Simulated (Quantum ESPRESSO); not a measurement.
## Relaxation of cell and atoms, with input and output: Y (part 2 of 2)

Y (P6₃/mmc, 2 atoms in the cell); Kohn-Sham DFT of a periodic cell, PBE, SSSP 1.3 efficiency PBE, no spin polarisation (Quantum ESPRESSO 7.5); cutoff 857.16 eV, 8×8×5 k-mesh, fermi-dirac of 0.05 eV. The structure derives from an entry of the Crystallography Open Database.

Geometry of the input (Å; fractional positions):
```
3.6474  0.0000  0.0000
-1.8237  3.1587  0.0000
0.0000  0.0000  5.7306
Y  0.6667  0.3333  0.7500
Y  0.3333  0.6667  0.2500
```

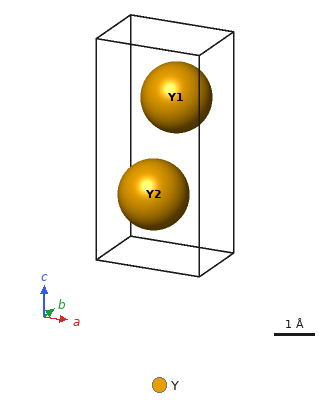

The structure as given in the input (spheres-only view of the cell of the calculation, seen slightly off an axis; atoms are numbered from 1 in the order of the input). An atom can appear more than once, as a periodic image.

### Log, continued
```
   -33.1387 -33.1151 -13.3520 -13.2585 -13.2310 -13.1466 -13.0399 -13.0128
     7.8175   8.6166   8.7568   9.3049  10.7304  10.9312  11.4661  13.8625
    14.2872  14.7528

          k = 0.1250 0.5052 0.1273 (  3761 PWs)   bands (ev):

   -33.1365 -33.1174 -13.3875 -13.3063 -13.1830 -13.1178 -13.0433 -13.0010
     7.7968   8.5343   8.9895   9.3746  10.6791  10.8180  11.4974  13.6074
    14.0610  14.5201

          k = 0.1250 0.5052 0.2546 (  3770 PWs)   bands (ev):

   -33.1306 -33.1233 -13.4086 -13.3756 -13.1342 -13.0864 -13.0367 -12.9939
     7.9039   8.2177   9.4226   9.6802  10.4214  10.5157  11.8755  12.6450
    14.0642  14.6097

          k = 0.2500 0.4330 0.0000 (  3753 PWs)   bands (ev):

   -33.1388 -33.1150 -13.3027 -13.2589 -13.2320 -13.1499 -13.0616 -13.0389
     7.8384   8.8549   9.0658   9.1228  10.5348  10.9619  11.3180  13.3757
    14.0681  14.5852

          k = 0.2500 0.4330 0.1273 (  3763 PWs)   bands (ev):

   -33.1365 -33.1173 -13.3329 -13.3123 -13.1797 -13.1436 -13.0693 -13.0043
     7.9187   8.7236   9.1570   9.3323  10.4907  10.6114  11.3729  13.2425
    13.8829  14.4912

          k = 0.2500 0.4330 0.2546 (  3740 PWs)   bands (ev):

   -33.1306 -33.1232 -13.3691 -13.3505 -13.1731 -13.1339 -13.0258 -12.9863
     8.1489   8.4635   9.4331   9.6449  10.1206  10.2650  11.6726  12.4212
    13.9645  14.7243

          k = 0.2500 0.5774 0.0000 (  3762 PWs)   bands (ev):

   -33.1282 -33.1184 -13.3271 -13.2313 -13.2122 -13.1698 -13.0952 -13.0909
     8.5223   8.7817   8.9265   9.0333  10.5490  10.6480  11.7168  13.9439
    14.2906  14.5411

          k = 0.2500 0.5774 0.1273 (  3754 PWs)   bands (ev):

   -33.1273 -33.1194 -13.3423 -13.2873 -13.2494 -13.1213 -13.0882 -13.0352
     8.4759   8.9285   9.0262   9.1072  10.3948  10.3975  11.7288  13.6371
    13.9733  14.4624

          k = 0.2500 0.5774 0.2546 (  3751 PWs)   bands (ev):

   -33.1248 -33.1218 -13.3716 -13.3541 -13.2211 -13.1676 -13.0120 -12.9929
     8.5551   8.7619   9.4449   9.4534   9.9704  10.0036  11.9347  12.5776
    14.0325  14.2272

     the Fermi energy is     9.4697 ev

!    total energy              =    -174.99791033 Ry
     estimated scf accuracy    <          1.4E-11 Ry
     smearing contrib. (-TS)   =      -0.00296731 Ry
     internal energy E=F+TS    =    -174.99494302 Ry

     The total energy is F=E-TS. E is the sum of the following terms:
     one-electron contribution =     -42.29059072 Ry
     hartree contribution      =      26.38076351 Ry
     xc contribution           =     -43.81358196 Ry
     ewald contribution        =    -115.27153385 Ry

     convergence has been achieved in   9 iterations

     negative rho (up, down):  8.681E-02 0.000E+00

     Forces acting on atoms (cartesian axes, Ry/au):

     atom    1 type  1   force =    -0.00000000    0.00000000    0.00000000
     atom    2 type  1   force =     0.00000000   -0.00000000    0.00000000

     Total force =     0.000000     Total SCF correction =     0.000000

     Computing stress (Cartesian axis) and pressure

     negative rho (up, down):  8.681E-02 0.000E+00
          total   stress  (Ry/bohr**3)                   (kbar)     P=       -1.32
   0.00000051   0.00000000  -0.00000000            0.08        0.00       -0.00
   0.00000000   0.00000051   0.00000000            0.00        0.08        0.00
   0.00000000   0.00000000  -0.00002790            0.00        0.00       -4.10

     BFGS Geometry Optimization
     Energy error            =      7.2E-02 Ry
     Gradient error          =      1.4E-25 Ry/Bohr
     Cell gradient error     =      2.0E+02 kbar

     number of scf cycles    =   1
     number of bfgs steps    =   0

     enthalpy           new  =    -174.3921561129 Ry

     new trust radius        =       0.1464340557 bohr
     new conv_thr            =       0.0000000004 Ry

     new unit-cell volume =    401.36337 a.u.^3 (    59.47592 Ang^3 )
     density =      4.96441 g/cm^3

CELL_PARAMETERS (bohr)
   6.658401269   0.000000000   0.000000000
  -3.329200635   5.766344648   0.000000000
  -0.000000000   0.000000000  10.453631304

ATOMIC_POSITIONS (bohr)
Y                3.3292006350        1.9221148825        7.8402234779
Y               -0.0000000003        3.8442297655        2.6134078259

     NEW-OLD atomic charge density approx. for the potential
     New effective cutoffs (rho, wfc):  542.47   67.60

     Check: negative core charge=   -0.000002

     negative rho (up, down):  8.569E-02 0.000E+00

     Self-consistent Calculation

     iteration #  1     ecut=    63.00 Ry     beta= 0.50
     Davidson diagonalization with overlap
     ethr =  1.00E-06,  avg # of iterations =  6.6

     negative rho (up, down):  8.559E-02 0.000E+00

     total energy              =    -174.99155052 Ry
     estimated scf accuracy    <       0.00019207 Ry

[... 48 further cycles ...]
     iteration #  1     ecut=    63.00 Ry     beta= 0.50
     Davidson diagonalization with overlap
     c_bands:  1 eigenvalues not converged
     ethr =  1.00E-06,  avg # of iterations = 11.3

     negative rho (up, down):  8.483E-02 0.000E+00

     total energy              =    -174.93066276 Ry
     estimated scf accuracy    <       0.00995201 Ry

     iteration #  2     ecut=    63.00 Ry     beta= 0.50
     Davidson diagonalization with overlap
     ethr =  4.52E-05,  avg # of iterations =  1.8

     negative rho (up, down):  8.480E-02 0.000E+00

     total energy              =    -174.93151861 Ry
     estimated scf accuracy    <       0.00088079 Ry

     iteration #  3     ecut=    63.00 Ry     beta= 0.50
     Davidson diagonalization with overlap
     ethr =  4.00E-06,  avg # of iterations =  2.4

     negative rho (up, down):  8.487E-02 0.000E+00

     total energy              =    -174.93165426 Ry
     estimated scf accuracy    <       0.00006575 Ry

     iteration #  4     ecut=    63.00 Ry     beta= 0.50
     Davidson diagonalization with overlap
     ethr =  2.99E-07,  avg # of iterations =  2.0

     negative rho (up, down):  8.473E-02 0.000E+00

     total energy              =    -174.93165982 Ry
     estimated scf accuracy    <       0.00000100 Ry

     iteration #  5     ecut=    63.00 Ry     beta= 0.50
     Davidson diagonalization with overlap
     ethr =  4.53E-09,  avg # of iterations =  3.6

     negative rho (up, down):  8.470E-02 0.000E+00

     total energy              =    -174.93166027 Ry
     estimated scf accuracy    <       0.00000027 Ry

     iteration #  6     ecut=    63.00 Ry     beta= 0.50
     Davidson diagonalization with overlap
     ethr =  1.21E-09,  avg # of iterations =  2.0

     negative rho (up, down):  8.468E-02 0.000E+00

     total energy              =    -174.93166033 Ry
     estimated scf accuracy    <          4.6E-09 Ry

     iteration #  7     ecut=    63.00 Ry     beta= 0.50
     Davidson diagonalization with overlap
     ethr =  2.11E-11,  avg # of iterations =  2.2

     negative rho (up, down):  8.467E-02 0.000E+00

     total energy              =    -174.93166033 Ry
     estimated scf accuracy    <          4.2E-10 Ry

     iteration #  8     ecut=    63.00 Ry     beta= 0.50
     Davidson diagonalization with overlap
     ethr =  1.93E-12,  avg # of iterations =  2.8

     negative rho (up, down):  8.467E-02 0.000E+00

     total energy              =    -174.93166033 Ry
     estimated scf accuracy    <          6.2E-11 Ry

     iteration #  9     ecut=    63.00 Ry     beta= 0.50
     Davidson diagonalization with overlap
     ethr =  2.80E-13,  avg # of iterations =  1.6

     negative rho (up, down):  8.467E-02 0.000E+00

     total energy              =    -174.93166033 Ry
     estimated scf accuracy    <          1.6E-11 Ry

     iteration # 10     ecut=    63.00 Ry     beta= 0.50
     Davidson diagonalization with overlap
     ethr =  1.00E-13,  avg # of iterations =  2.0

     negative rho (up, down):  8.467E-02 0.000E+00

     End of self-consistent calculation

          k = 0.0000 0.0000 0.0000 (  2731 PWs)   bands (ev):

   -28.3341 -28.0768  -9.1439  -7.8663  -7.8663  -7.6585  -7.6585  -7.5990
     8.7936  11.3442  15.7048  15.7048  15.8558  15.9879  16.5677  16.5677
    17.2963  17.2963

          k =-0.0000 0.0000 0.1405 (  2737 PWs)   bands (ev):

   -28.3102 -28.1021  -9.0098  -7.8468  -7.8468  -7.7629  -7.6787  -7.6787
     9.1546  11.3373  15.3402  15.5664  15.5664  15.6671  16.2856  16.2856
    17.8335  17.8335

          k =-0.0000 0.0000 0.2810 (  2748 PWs)   bands (ev):

   -28.2470 -28.1675  -8.6473  -8.1728  -7.7953  -7.7953  -7.7311  -7.7311
    10.0707  11.0035  14.7370  15.0065  15.5298  15.5298  15.8063  15.8063
    18.9357  18.9357

          k = 0.0000 0.1613-0.0000 (  2733 PWs)   bands (ev):

   -28.3054 -28.0650  -9.0725  -8.0302  -7.9184  -7.8266  -7.6781  -7.6300
     9.2650  11.7718  14.8203  15.0860  16.0855  16.1560  16.6378  16.7851
    16.8596  16.9959

          k = 0.0000 0.1613 0.1405 (  2741 PWs)   bands (ev):

   -28.2830 -28.0885  -8.9567  -8.0031  -7.9260  -7.8959  -7.7015  -7.6960
     9.5983  11.7831  14.5166  14.8940  15.6760  15.9200  16.2334  16.6396
    17.5904  17.6852

          k = 0.0000 0.1613 0.2810 (  2729 PWs)   bands (ev):

   -28.2239 -28.1496  -8.6463  -8.2498  -7.9145  -7.8366  -7.8069  -7.7623
    10.4661  11.4236  14.1328  14.6673  15.2586  15.7908  15.8678  16.1606
    18.7569  18.8716

          k = 0.0000 0.3226-0.0000 (  2733 PWs)   bands (ev):

   -28.2322 -28.0395  -8.8789  -8.4205  -8.2013  -8.0348  -7.7320  -7.7251
    10.4249  12.4314  13.6931  14.0698  15.5012  16.1209  16.1847  17.4487
    17.6864  18.2010

          k = 0.0000 0.3226 0.1405 (  2733 PWs)   bands (ev):

   -28.2142 -28.0582  -8.8462  -8.3657  -8.2614  -8.0067  -7.7617  -7.7573
    10.6352  12.5185  13.3861  14.1897  15.1944  16.0717  16.2060  17.5413
    18.0555  18.1182

          k = 0.0000 0.3226 0.2810 (  2707 PWs)   bands (ev):

   -28.1665 -28.1070  -8.7277  -8.5302  -8.0957  -7.9323  -7.8847  -7.8388
    11.2303  12.0632  13.5098  14.1484  14.9668  15.5600  16.5188  17.0606
    18.8090  18.9916

          k = 0.0000 0.4839-0.0000 (  2724 PWs)   bands (ev):

   -28.1490 -28.0227  -8.7994  -8.6279  -8.5432  -8.1426  -7.8761  -7.7908
    11.5115  12.1435  12.6492  14.2274  15.5770  15.7863  16.0119  19.3481
    19.3837  19.8706

          k = 0.0000 0.4839 0.1405 (  2739 PWs)   bands (ev):

   -28.1370 -28.0348  -8.9149  -8.6683  -8.3921  -8.1102  -7.8604  -7.8256
    11.3619  12.1597  13.0382  13.9355  15.6439  15.8593  16.1442  19.1103
    19.3488  19.6006

          k = 0.0000 0.4839 0.2810 (  2730 PWs)   bands (ev):

   -28.1056 -28.0666  -8.9505  -8.8461  -8.1083  -8.0242  -7.9155  -7.9133
    11.4274  11.8870  13.3772  13.8825  15.6095  16.0065  16.6665  17.8670
    19.6392  19.8928

          k =-0.0000-0.6452 0.0000 (  2738 PWs)   bands (ev):

   -28.1068 -28.0231  -8.9522  -8.6778  -8.4774  -8.1855  -7.9847  -7.8159
    11.7658  11.9920  12.2744  14.5034  15.3835  15.6502  16.4563  20.6175
    21.1226  21.1870

          k =-0.0000-0.6452 0.1405 (  2726 PWs)   bands (ev):

   -28.0988 -28.0310  -9.0268  -8.7911  -8.3218  -8.1516  -7.9354  -7.8526
    11.4273  11.8630  13.2010  13.7015  15.6996  16.1014  16.3469  19.8320
    20.7157  21.0831

          k =-0.0000-0.6452 0.2810 (  2734 PWs)   bands (ev):

   -28.0778 -28.0519  -9.0676  -8.9748  -8.0755  -8.0614  -7.9472  -7.9297
    11.3374  11.7280  13.3238  13.7101  16.0077  16.6107  16.6191  18.0564
    20.8108  20.8284

          k = 0.1397 0.2419-0.0000 (  2720 PWs)   bands (ev):

   -28.2544 -28.0464  -8.9396  -8.2497  -8.1811  -7.9397  -7.7520  -7.6934
    10.1005  12.4440  14.0073  14.1067  15.6056  15.8530  16.7629  17.0811
    17.1121  18.0110

          k = 0.1397 0.2419 0.1405 (  2727 PWs)   bands (ev):

   -28.2349 -28.0667  -8.8702  -8.2317  -8.1900  -7.9721  -7.7788  -7.7237
    10.3663  12.5116  13.6378  14.1346  15.4202  15.8621  16.3315  17.1069
    17.6847  18.1771

          k = 0.1397 0.2419 0.2810 (  2719 PWs)   bands (ev):

   -28.1836 -28.1193  -8.6810  -8.4310  -8.0431  -7.9600  -7.8422  -7.8273
    11.0901  12.0377  13.5965  14.2243  14.9121  15.4801  16.3915  16.7522
    18.5941  19.1478

          k = 0.1397 0.4032-0.0000 (  2728 PWs)   bands (ev):

   -28.1753 -28.0259  -8.7128  -8.6082  -8.4572  -8.1173  -7.8509  -7.8205
    11.3597  12.7126  13.0235  13.7197  15.2668  15.5928  16.2228  18.0374
    18.7848  19.7306

          k = 0.1397 0.4032 0.1405 (  2725 PWs)   bands (ev):

   -28.1612 -28.0403  -8.8141  -8.5752  -8.3579  -8.1277  -7.8930  -7.7947
    11.4176  12.7759  12.9587  13.8895  15.0519  15.8459  15.9213  17.9363
    19.1019  19.3482

          k = 0.1397 0.4032 0.2810 (  2730 PWs)   bands (ev):

   -28.1241 -28.0779  -8.8260  -8.7159  -8.1473  -8.0744  -7.9490  -7.8433
    11.6914  12.2314  13.5183  14.0816  14.8218  15.2378  16.4861  17.3967
    19.4099  19.5949

          k = 0.1397 0.5645-0.0000 (  2734 PWs)   bands (ev):

   -28.1075 -28.0225  -8.8697  -8.6145  -8.4823  -8.2573  -7.9793  -7.9143
    12.1290  12.3335  12.3680  14.1515  15.1560  15.6630  16.3571  19.5502
    20.2549  20.8394

          k = 0.1397 0.5645 0.1405 (  2726 PWs)   bands (ev):

   -28.0993 -28.0306  -8.9444  -8.7332  -8.3654  -8.1865  -7.9951  -7.8787
    11.7178  12.3295  13.1456  13.7581  15.1274  15.7976  16.4076  19.1891
    19.8038  20.6252

          k = 0.1397 0.5645 0.2810 (  2737 PWs)   bands (ev):

   -28.0781 -28.0518  -8.9903  -8.9067  -8.2361  -8.1112  -7.9762  -7.8601
    11.6741  12.0997  13.4378  14.0215  14.9823  15.6801  16.9100  17.8323
    19.8150  20.7451

          k = 0.2794 0.4839-0.0000 (  2738 PWs)   bands (ev):

   -28.1081 -28.0220  -8.7279  -8.6037  -8.4870  -8.2903  -8.0582  -7.9741
    12.4765  12.5568  13.1373  13.3427  14.8879  15.7231  16.1368  18.7120
    19.9879  20.5305

          k = 0.2794 0.4839 0.1405 (  2742 PWs)   bands (ev):

   -28.0999 -28.0302  -8.7780  -8.7516  -8.3613  -8.2729  -8.0767  -7.8869
    12.4359  12.4639  13.2316  13.6441  15.0083  15.2161  16.1183  18.5619
    19.4861  20.6051

          k = 0.2794 0.4839 0.2810 (  2726 PWs)   bands (ev):

   -28.0783 -28.0517  -8.8738  -8.8363  -8.3498  -8.2516  -7.9518  -7.8416
    12.3403  12.3634  13.6477  14.2683  14.3969  14.8780  16.3639  17.3584
    19.7393  20.9769

          k = 0.2794 0.6452-0.0000 (  2736 PWs)   bands (ev):

   -28.0678 -28.0327  -8.7906  -8.5365  -8.4650  -8.3191  -8.1556  -8.1118
    12.2584  13.0047  13.0128  13.7217  14.9749  15.2788  16.6608  19.5901
    20.1744  20.4425

          k = 0.2794 0.6452 0.1405 (  2743 PWs)   bands (ev):

   -28.0643 -28.0359  -8.8221  -8.6709  -8.5538  -8.2250  -8.1166  -7.9726
    12.2802  13.1387  13.2183  13.4596  14.8592  15.1287  16.6471  19.1015
    19.6623  20.4510

          k = 0.2794 0.6452 0.2810 (  2726 PWs)   bands (ev):

   -28.0554 -28.0446  -8.8838  -8.8370  -8.4897  -8.3506  -7.9119  -7.8592
    12.4168  12.8272  13.5589  13.6949  14.5971  14.8371  16.8181  17.5738
    19.8267  20.1695

     the Fermi energy is    13.6997 ev

!    total energy              =    -174.93166033 Ry
     estimated scf accuracy    <          1.9E-14 Ry
     smearing contrib. (-TS)   =      -0.00192667 Ry
     internal energy E=F+TS    =    -174.92973366 Ry

     The total energy is F=E-TS. E is the sum of the following terms:
     one-electron contribution =     -23.41945418 Ry
     hartree contribution      =      21.04439065 Ry
     xc contribution           =     -44.26101580 Ry
     ewald contribution        =    -128.29365434 Ry

     convergence has been achieved in  10 iterations

     negative rho (up, down):  8.467E-02 0.000E+00

     Forces acting on atoms (cartesian axes, Ry/au):

     atom    1 type  1   force =    -0.00000000   -0.00000000    0.00000000
     atom    2 type  1   force =     0.00000000    0.00000000   -0.00000000

     Total force =     0.000000     Total SCF correction =     0.000000

     Computing stress (Cartesian axis) and pressure

     negative rho (up, down):  8.467E-02 0.000E+00
          total   stress  (Ry/bohr**3)                   (kbar)     P=      200.02
   0.00135970   0.00000000  -0.00000000          200.02        0.00       -0.00
   0.00000000   0.00135970   0.00000000            0.00      200.02        0.00
   0.00000000   0.00000000   0.00135981            0.00        0.00      200.04

=------------------------------------------------------------------------------=
   JOB DONE.
=------------------------------------------------------------------------------=
```

### Summary

- outcome: converged
- space group (tolerance 0.01 Å): P6₃/mmc (194)
- electrons treated: 22
- free energy: −2380.0665 eV
- Fermi energy: 13.700 eV
- gap on the k-point mesh: none (metallic)
- pressure: 20.00 GPa
- final volume: 47.91 Å³
- largest force (length of the vector) at the end: under 0.001 eV/Å
- final cell: a = 3.264 Å, b = 3.264 Å, c = 5.192 Å, α = 90.00°, β = 90.00°, γ = 120.00°
- hardware: 1 thread of Arm Neoverse V1, 24 GiB of memory available, shared host
- wall time: 5.2 min
- peak memory: 0.36 GiB

### Remarks

Notes on the run: negative rho. The cell is under a pressure of 20 GPa at this level, so it is not at its equilibrium volume.
